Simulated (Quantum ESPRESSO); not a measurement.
System: GaP, space group F-43m (No. 216).

Input of the run:
```
&CONTROL
  calculation = 'scf'
  prefix = 'pwscf'
  outdir = './tmp'
  pseudo_dir = './pseudo'
  tprnfor = .true.
  tstress = .true.
  disk_io = 'nowf'
/
&SYSTEM
  ibrav = 0
  nat = 2
  ntyp = 2
  ecutwfc = 80
  nbnd = 15
  input_dft = 'vdw-df3-opt1'
  occupations = 'smearing'
  smearing = 'fd'
  degauss = 0.00367493
/
&ELECTRONS
  conv_thr = 4d-10
  electron_maxstep = 120
  mixing_beta = 0.5
/
ATOMIC_SPECIES
Ga    69.7230 Ga.upf
P     30.9738 P.upf
CELL_PARAMETERS angstrom
   0.0000000000    2.7252500000    2.7252500000
   2.7252500000    0.0000000000    2.7252500000
   2.7252500000    2.7252500000    0.0000000000
ATOMIC_POSITIONS crystal
Ga     0.0000000000    0.0000000000    0.0000000000
P      0.7500000000    0.7500000000    0.7500000000
K_POINTS automatic
8 8 8 0 0 0
```

Command:
```bash
OMP_NUM_THREADS=1 pw.x -in pw.in > pw.out
```

Calculation (Quantum ESPRESSO 7.5): plane-wave DFT, no spin polarisation; energies at scaled volumes of the given cell, shape and fractions fixed, counted from the fit's minimum, third-order Birch-Murnaghan fit. Level: vdW-DF3-opt1.

```tsv
setting	value
k mesh	8×8×8
occupations	Fermi–Dirac
smearing width	0.05 eV
potentials	PseudoDojo 0.4.1 SR PBE standard
wave cutoff	1088 eV
density cutoff	4354 eV
```

Describe the result: the energy and pressure against volume. The volume takes the values 19.03, 19.43, 19.84, 20.24, 20.65, 21.05, 21.45 Å³/atom.

A third-order Birch–Murnaghan fit gives V0 = 20.27 Å³/atom, B0 = 82.1 GPa and B′ = 4.5. The energy is 22.17 meV/atom at volume 19.03 Å³/atom and 15.86 meV/atom at 21.45 Å³/atom; the lowest computed point is at volume 20.24 Å³/atom (0.01 meV/atom), and no other minimum shows. The pressure falls from 5.97 GPa at volume 19.03 Å³/atom to −4.13 GPa at 21.45 Å³/atom, and changes sign near 20.27 Å³/atom.

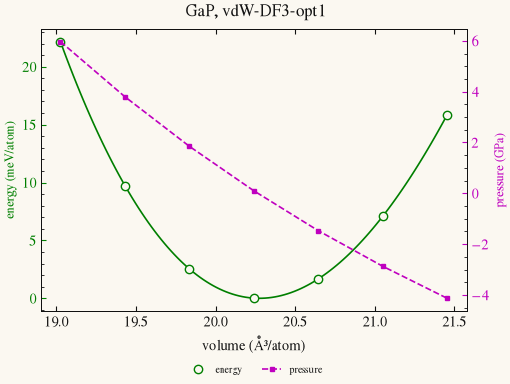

Caveats: potentials made for another functional.
